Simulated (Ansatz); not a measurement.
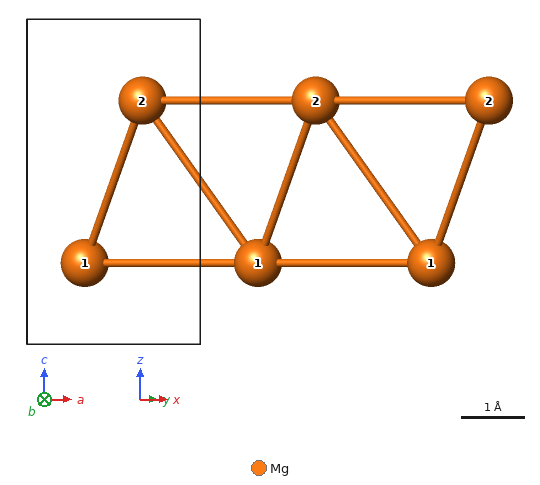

Solid Mg (P6_3/mmc): the cell is strained equally along x and y and separately along z, with the atoms kept at their fractional coordinates. x, y and z are the Cartesian axes of the input. The picture shows the reference cell. A ball-and-stick model of the cell of the calculation, repeated 3 × 3 × 1 with one cell outlined, seen along the b axis.

These are results of Ansatz, DFT PBEsol, scalar-relativistic, plane waves, PAW, not measurements. Settings: plane-wave cutoff 420 eV; k-point mesh 18 × 18 × 10; occupations gaussian; smearing width 0.15 eV; no spin polarisation. Energies (free energies at the smearing named) are counted from the cell as listed in its source, which wasn't relaxed.

```
CELL_PARAMETERS angstrom
3.20927 0.00000 0.00000
-1.60464 2.77931 0.00000
0.00000 0.00000 5.21033
ATOMIC_POSITIONS crystal
Mg 0.33333 0.66667 0.25000
Mg 0.66667 0.33333 0.75000
```

### What energies does the calculation give on a grid with rows −0.080, −0.040, 0.000, 0.040, 0.080 and columns −0.080, −0.040, 0.000, 0.040, 0.080 (strain along x and y; strain along z)?

Rows: strain along x and y; columns: strain along z; values in meV/atom.

|  | −0.080 | −0.040 | 0.000 | 0.040 | 0.080 |
| --- | --- | --- | --- | --- | --- |
| −0.080 | 142.0 | 96.3 | 74.7 | 70.2 | 76.7 |
| −0.040 | 52.9 | 20.5 | 9.4 | 14.3 | 30.3 |
| 0.000 | 21.9 | 0.6 | 0.0 | 13.2 | 36.6 |
| 0.040 | 31.6 | 20.8 | 28.8 | 50.2 | 80.1 |
| 0.080 | 68.9 | 68.9 | 84.2 | 112.2 | 148.3 |

In pairs of (strain along x and y; strain along z): the lowest computed point lies at (0.000, 0.000) (0.0 meV/atom), the highest at (0.080, 0.080) (148.3 meV/atom). The valley is tilted: raising the in-plane strain is made harder by raising the strain along z (cross term 0.36 of the geometric mean of the two curvatures). Over the ranges scanned the energy rises more along the first axis, the in-plane strain. The pressure runs from −5.7 GPa at (0.080, 0.080) to 12.5 GPa at (−0.080, −0.080).

As a map, interpolated between the computed points (dots):

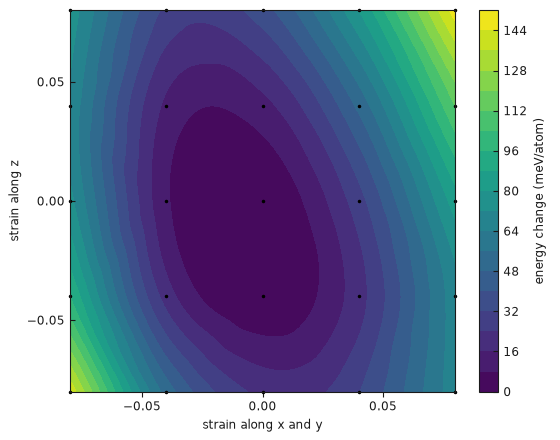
